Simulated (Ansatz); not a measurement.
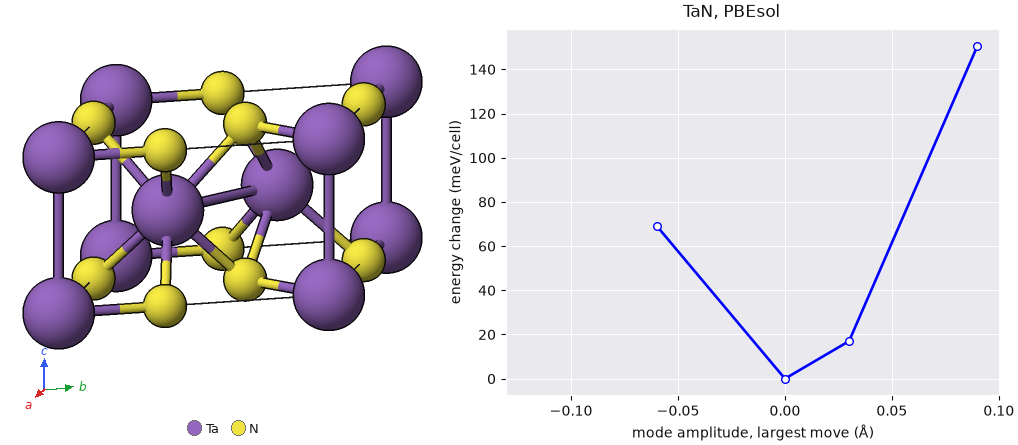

The figure shows the energy change against mode amplitude for TaN, space group P-62m (No. 189). The cell is drawn beside the plot.

Starting cell:
```yaml
crystal:
  lattice:
    - [5.17892, 0.00000, 0.00000]
    - [-2.58946, 4.48508, 0.00000]
    - [0.00000, 0.00000, 2.89600]
  atoms:
    - { symbol: Ta, position: [0.33333, 0.66667, 0.50000] }
    - { symbol: Ta, position: [0.66667, 0.33333, 0.50000] }
    - { symbol: Ta, position: [0.00000, 0.00000, 0.00000] }
    - { symbol: N, position: [0.39337, 0.00000, 0.00000] }
    - { symbol: N, position: [0.60663, 0.60663, 0.00000] }
    - { symbol: N, position: [0.00000, 0.39337, 0.00000] }
```

Displacement pattern for amplitude 1 (x, y, z for each atom, in the order of the cell):
```json
{"atom": "Ta1", "x": "-0.51", "y": "-0.20", "z": "0.00"}
{"atom": "Ta2", "x": "-0.51", "y": "0.20", "z": "0.00"}
{"atom": "Ta3", "x": "1.00", "y": "0.00", "z": "0.00"}
{"atom": "N4", "x": "0.42", "y": "0.00", "z": "0.00"}
{"atom": "N5", "x": "-0.12", "y": "0.31", "z": "0.00"}
{"atom": "N6", "x": "-0.12", "y": "-0.31", "z": "0.00"}
```

Calculation (Ansatz 0.2.0): a normal mode of the cell frozen into a crystal at growing amplitude, by plane-wave density functional theory with PAW datasets, free energies less that of the undisturbed cell; scalar-relativistic. Level: PBEsol, no spin polarisation.

wave cutoff 420 eV; k mesh 12×12×16; occupations Gaussian; smearing width 0.15 eV; k shift (0, 0, 0) (mesh steps); start relaxed.

The point at mode amplitude −0.12 Å is left out of the plot. What does the calculation give there?

```tsv
mode amplitude, largest move (Å)	energy change (meV/cell)
-0.12	279.4
```
